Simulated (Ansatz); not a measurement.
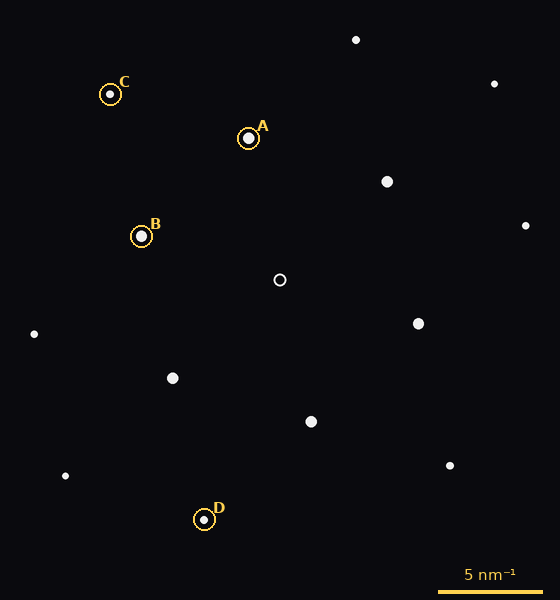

The pattern is a kinematic simulation for 100 kV electrons (no multiple scattering; isotropic B = 0.5 Å²). The zone axis points towards the electron source and the pattern is seen from the source side.

Crystal: W, space group Fm-3m (No. 225), a = 4.04 Å. Structure: the input geometry of an electronic-structure calculation (not necessarily at equilibrium); the starting structure was generated, so it need not be a known form of this composition.

Spot A is indexed -2 0 2 and spot B 0 -2 2.

Question: Index the other marked spots.

Answer: C = A + B = -2 -2 4 (d = 0.824 Å). D = −2A + B = 4 -2 -2 (d = 0.824 Å).

Question: Which zone axis is this?

Answer: The cross product of A and B is parallel to [111]; every spot obeys hu + kv + lw = 0.

Question: What are the spacings of A and B and the angle between them?

Answer: d(A) = 1.427 Å, d(B) = 1.427 Å, and the angle is 60.0°.
